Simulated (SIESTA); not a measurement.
# Energy of AlCo along an even scaling of the cell

System: AlCo (Pm-3m, 2 atoms in the cell).
Method: Kohn-Sham DFT of a periodic cell, PBE, PseudoDojo 0.4 standard NC, numerical atomic orbitals, spin-polarised (SIESTA 5.4.2).

The 6 runs differ only in the geometry, by an even scaling of the cell at fixed fractional positions. The structure derives from a Materials Project entry.

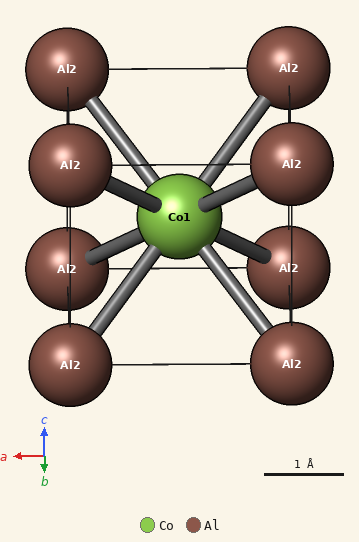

Figure 1. The structure of run 4 (ball-and-stick view of the cell of the calculation, seen at an oblique angle; atoms are numbered from 1 in the order of the input).

### Input of run 4
```
SystemName                      AlCo
SystemLabel                     AlCo
NumberOfSpecies                 2
NumberOfAtoms                   2
%block ChemicalSpeciesLabel
  1  27 Co
  2  13 Al
%endblock ChemicalSpeciesLabel

LatticeConstant                 1.0 Ang
%block LatticeVectors
     2.8194032100     0.0000000000     0.0000000000
     0.0000000000     2.8194032100     0.0000000000
     0.0000000000     0.0000000000     2.8194032100
%endblock LatticeVectors
AtomicCoordinatesFormat         Fractional
%block AtomicCoordinatesAndAtomicSpecies
     0.5000000000     0.5000000000     0.5000000000  1  Co
     0.0000000000     0.0000000000     0.0000000000  2  Al
%endblock AtomicCoordinatesAndAtomicSpecies

%block kgrid.MonkhorstPack
    9   0   0  0.0
    0   9   0  0.0
    0   0   9  0.0
%endblock kgrid.MonkhorstPack
XC.Functional                   GGA
XC.Authors                      PBE
PAO.BasisSize                   DZP
PAO.EnergyShift                 0.002 Ry
Mesh.Cutoff                     800 Ry
Spin                            polarized
%block DM.InitSpin
    1   2.000
    2   0.000
%endblock DM.InitSpin
OccupationFunction              FD
ElectronicTemperature           0.05 eV
MaxSCFIterations                200
SCF.MustConverge                false
SCF.Mixer.Method                Pulay
SCF.Mixer.Weight                0.1
SCF.Mixer.History               10
SCF.DM.Tolerance                5.0e-05
SCF.H.Tolerance                 1.0e-03 eV
WriteForces                     true
Charge.Mulliken                 end
%block PAO.Basis
  Al 2
  n=3 0 2
    7.312 0.000
  n=3 1 2 P 1
    9.500 0.000
%endblock PAO.Basis
```

Command:
```bash
siesta AlCo.fdf > AlCo.out 2>&1
```

Run 5 differs from it as follows:
```diff
-     2.8194032100     0.0000000000     0.0000000000
-     0.0000000000     2.8194032100     0.0000000000
-     0.0000000000     0.0000000000     2.8194032100
+     2.8380752986     0.0000000000     0.0000000000
+     0.0000000000     2.8380752986     0.0000000000
+     0.0000000000     0.0000000000     2.8380752986
```

### Results, with one run withheld

```csv
run,volume per atom (Å³),"free energy per atom, from the lowest run given (meV)",pressure (GPa)
1,10.533,66.99,22.16
2,10.758,39.90,16.68
3,10.982,20.36,11.40
4,11.206,7.75,6.76
5,11.430,?,?
6,11.654,0.00,−0.97
```

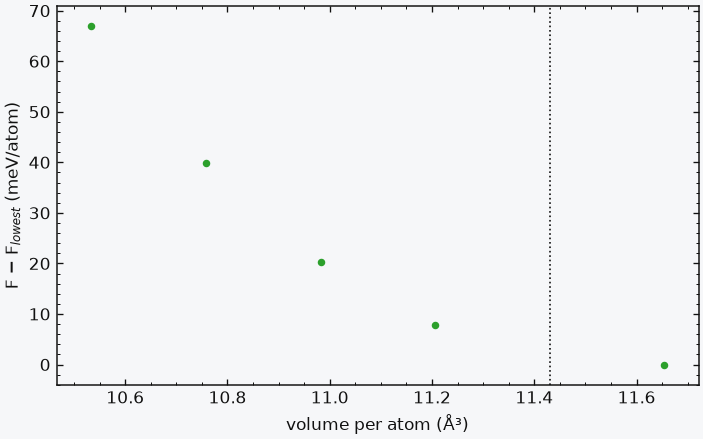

Figure 2. Free energy per atom of the runs given; the dotted line marks run 5.

Fit the runs given and predict run 5.

A cubic polynomial in V^(−2/3) (the Birch–Murnaghan form), fitted to the 5 runs given, misses them by at most 0.05 meV per atom. With x = V^(−2/3) − 0.20199 Å⁻², it reads F = 18.097 + 5457.9 x + 4.1016e+05 x² + 4.7266e+05 x³ (meV per atom). At run 5 it gives 1.13 meV per atom, and the run itself gives 1.22. The slope of the fit gives a pressure −dF/dV of 2.69 GPa there, and the run prints 2.78 GPa. The two needn't agree exactly: the fit is approximate, and the printed stress is taken on a finite basis. The fit has its minimum at 11.590 Å³ per atom, where V d²F/dV² gives 188 GPa: the bulk modulus at this level, since symmetry fixes the shape and the positions.

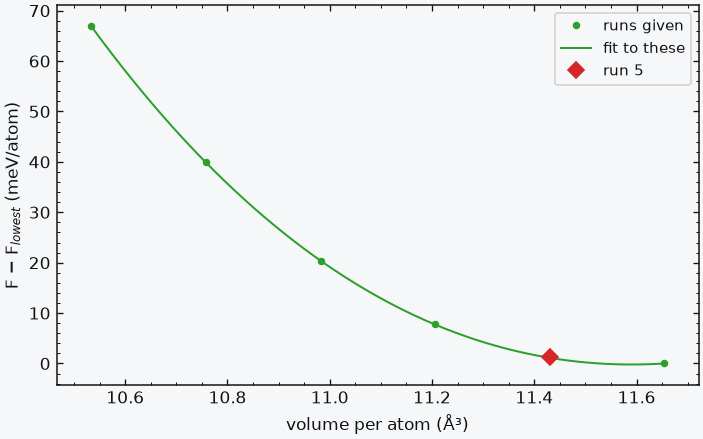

Figure 3. The fit and the withheld run.

### Some lines of the output (run 5)
```
[...]
outcell: Cell volume (Ang**3)        :     22.8598
stepf: Fermi-Dirac step function
siesta: Etot    =     -4225.857525
siesta: FreeEng =     -4225.870972
        iscf     Eharris(eV)        E_KS(eV)     FreeEng(eV)     dDmax    Ef(eV) dHmax(eV)
siesta: E_KS(eV) =            -4228.2413
siesta: E_KS - E_eggbox =     -4228.2413
siesta: Etot    =     -4228.241260
siesta: FreeEng =     -4228.245862
siesta:         Fermi =      -7.092701
siesta: Cell volume =         22.859764 Ang**3
    Orbital volume contribution        =           2.875778 eV
```

Notes: With a small basis of atomic orbitals these values can differ much from converged plane-wave results.
